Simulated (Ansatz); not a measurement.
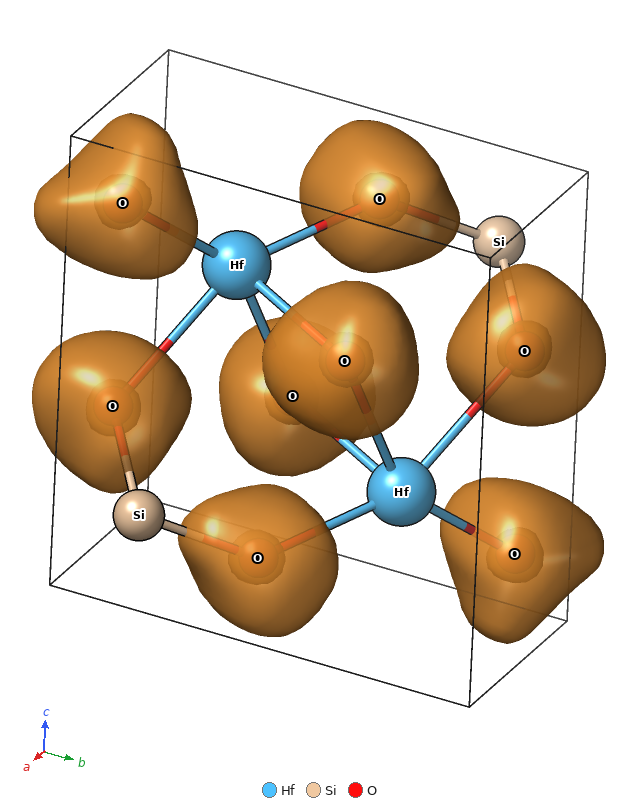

Figure 1: HfSiO₄. Isosurface of the electron localisation function at 0.65 (orange), seen slightly off an axis. Core shells and regions of very low density are left out. Sticks mark near contacts.

Space group P-1; a structure from a database of computed crystals, not necessarily the ambient phase; started from the monoclinic host prototype, which need not be the ambient phase.

These are results of DFT, r2SCAN, plane waves, PAW (Ansatz 0.2.0), not measurements.

Describe the localisation domains.

The surface consists of eight regions on O in which the atom's valence shell and bonds are merged, counted in one cell of 12 atoms. Regions shared between cells count once.

Values along the shortest contacts:
Si–O (1.66 Å): the ELF peaks at about 0.85 between the atoms. Hf–O (2.08 Å): the ELF peaks at about 0.85 in the valence shell of O, 0.6 Å from its nucleus, and drops to about 0.15 between the two atoms; no localised pair shows between them.
